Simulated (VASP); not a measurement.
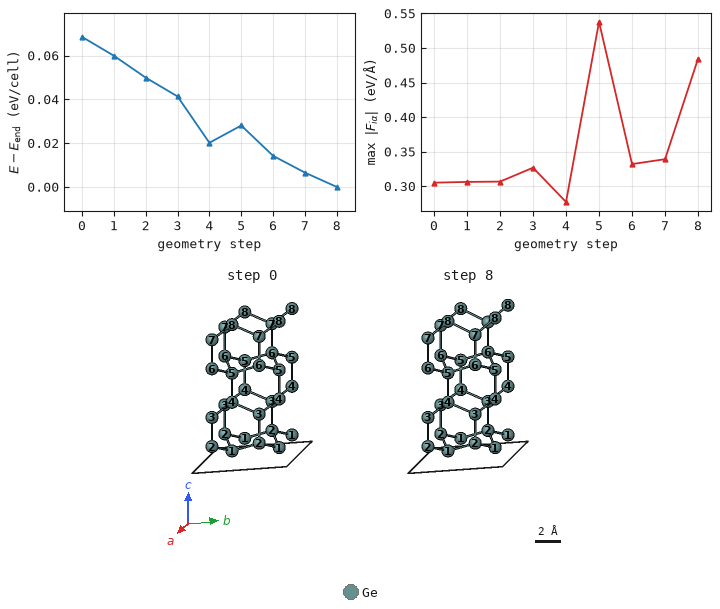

First and last geometry of a relaxation of a slab of composition Ge, with the history of the run. The picture is a ball-and-stick view of the 2 × 2 repeat of the cell, outlined in the plane, without the vacuum, seen slightly off an axis.

The run lets the atoms move in a fixed cell. 4 atoms are held fixed.

Level of theory: Kohn-Sham DFT of a periodic cell, BEEF-vdW, VASP PAW PBE potentials, recommended (VASP 6.6.1).

Input
```
PREC = Accurate
ENCUT = 520
EDIFF = 1E-6
ISMEAR = 0
SIGMA = 0.05
LREAL = F
LASPH = T
NELM = 60
ALGO = Normal
ISIF = 2
LWAVE = F
LCHARG = F
LDIPOL = T
IDIPOL = 3
DIPOL = 0.5 0.5 0.500
GGA = BF
LUSE_VDW = T
ZAB_VDW = -1.8867
IBRION = 2
NSW = 40
EDIFFG = -0.01
```

Launched with:
```bash
cat potpaw_PBE.64/Ge_d/POTCAR > POTCAR
mpirun -np 1 vasp_std > vasp.out
```

> Read the history and describe the run.

The run was cut off at its time limit before the relaxation converged, so the last structure is only a point on the way. After 8 geometry steps the energy has fallen by 68.5 meV per cell of the calculation. The largest force component goes from 0.31 to 0.48 eV/Å. The atom that moves furthest is Ge8 (0.28 Å along the normal (+c)). The cell stays as it was. Among the contacts that change: Ge6–Ge7 2.469 → 2.549 Å, Ge7–Ge8 2.453 → 2.503 Å, Ge4–Ge5 2.469 → 2.502 Å, Ge5–Ge6 2.453 → 2.464 Å. Bond angles that change, for instance: Ge8–Ge7–Ge8 109.2° → 106.0°, Ge6–Ge7–Ge8 109.8° → 112.8°.

```tsv
step	E − E(0), meV/atom	largest force component, eV/Å
0	0.00	0.3052
1	-1.08	0.3063
2	-2.33	0.3068
3	-3.40	0.3269
4	-6.05	0.2773
5	-5.06	0.5379
6	-6.79	0.3321
7	-7.75	0.3392
8	-8.57	0.4846
```
